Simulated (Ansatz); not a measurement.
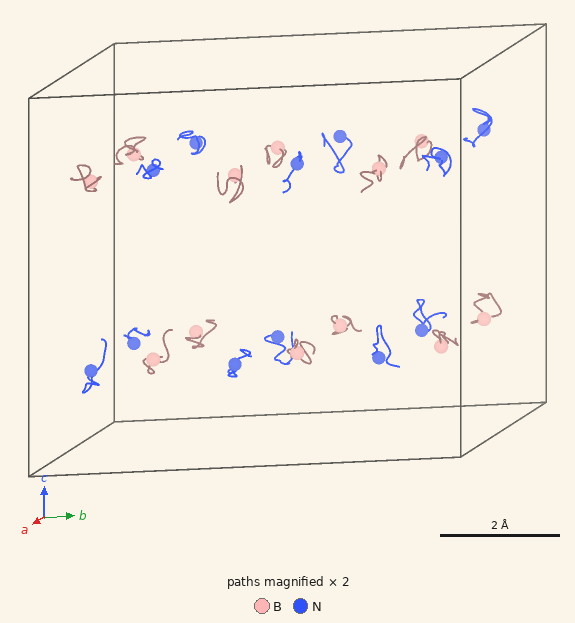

First-principles dynamics of a 24-atom cell of BN (built on the measured structure type), 120 fs long. Lines trace each atom's path, in the colour of its element; spheres stand at the starting positions. The excursions are magnified 2 times. Seen slightly off an axis in the simulation cell.

Method: Ansatz, DFT, PBEsol, plane waves, PAW. Run with plane-wave cutoff 420 eV; k-point mesh 4 × 2 × 2; Fermi-Dirac smearing 0.069 eV; Langevin thermostat (NVT); set temperature 800 K; time step 3 fs.

Input file:
```yaml
crystal:
  lattice:
    - [5.0011652085, 0.0, 0.0]
    - [-3.7508739063, 6.4967041786, 0.0]
    - [0.0, 0.0, 6.5236361402]
  atoms:
    - { symbol: B, position: [0.1666666667, 0.2222222222, 0.25] }
    - { symbol: B, position: [0.3333333333, 0.1111111111, 0.75] }
    - { symbol: "N", position: [0.1666666667, 0.2222222222, 0.75] }
    - { symbol: "N", position: [0.3333333333, 0.1111111111, 0.25] }
    - { symbol: B, position: [0.1666666667, 0.5555555556, 0.25] }
    - { symbol: B, position: [0.3333333333, 0.4444444444, 0.75] }
    - { symbol: "N", position: [0.1666666667, 0.5555555556, 0.75] }
    - { symbol: "N", position: [0.3333333333, 0.4444444444, 0.25] }
    - { symbol: B, position: [0.1666666667, 0.8888888889, 0.25] }
    - { symbol: B, position: [0.3333333333, 0.7777777778, 0.75] }
    - { symbol: "N", position: [0.1666666667, 0.8888888889, 0.75] }
    - { symbol: "N", position: [0.3333333333, 0.7777777778, 0.25] }
    - { symbol: B, position: [0.6666666667, 0.2222222222, 0.25] }
    - { symbol: B, position: [0.8333333333, 0.1111111111, 0.75] }
    - { symbol: "N", position: [0.6666666667, 0.2222222222, 0.75] }
    - { symbol: "N", position: [0.8333333333, 0.1111111111, 0.25] }
    - { symbol: B, position: [0.6666666667, 0.5555555556, 0.25] }
    - { symbol: B, position: [0.8333333333, 0.4444444444, 0.75] }
    - { symbol: "N", position: [0.6666666667, 0.5555555556, 0.75] }
    - { symbol: "N", position: [0.8333333333, 0.4444444444, 0.25] }
    - { symbol: B, position: [0.6666666667, 0.8888888889, 0.25] }
    - { symbol: B, position: [0.8333333333, 0.7777777778, 0.75] }
    - { symbol: "N", position: [0.6666666667, 0.8888888889, 0.75] }
    - { symbol: "N", position: [0.8333333333, 0.7777777778, 0.25] }
kpoints:
  mp_grid: { grid: [4, 2, 2] }
hamiltonian:
  xc: pbesol
scf:
  occupations: { method: fermi_dirac, width: 0.069 }
md:
  ensemble: nvt_langevin
  temperature: 800
  timestep: 3.0
  n_steps: 40
  initial_velocities: maxwell_boltzmann
  seed: 2252
```

Command:
```bash
ansatz run input.yaml --threads 4 --pin off --max-ram 3686MiB --backend cpu --events-out ev --progress --plain --runs-dir out
```

### How do the atoms move?

Root-mean-square distances from the starting positions over the second half, with the common drift of all atoms taken out: N 0.18 Å, B 0.16 Å. That is small against the typical shortest distance between atoms in the first frame, about 1.4 Å: the atoms vibrate about their sites and the arrangement holds. The mean temperature in the second half is 692 K (standard deviation 93 K). The potential energy is still drifting at the end, so the run hasn't reached equilibrium. The potential energy in the second half lies on average 94.1 meV per atom above the first frame.

The run took 3.6 min on 4 threads of Arm Neoverse N1, on a shared host, peak memory 0.69 GiB.
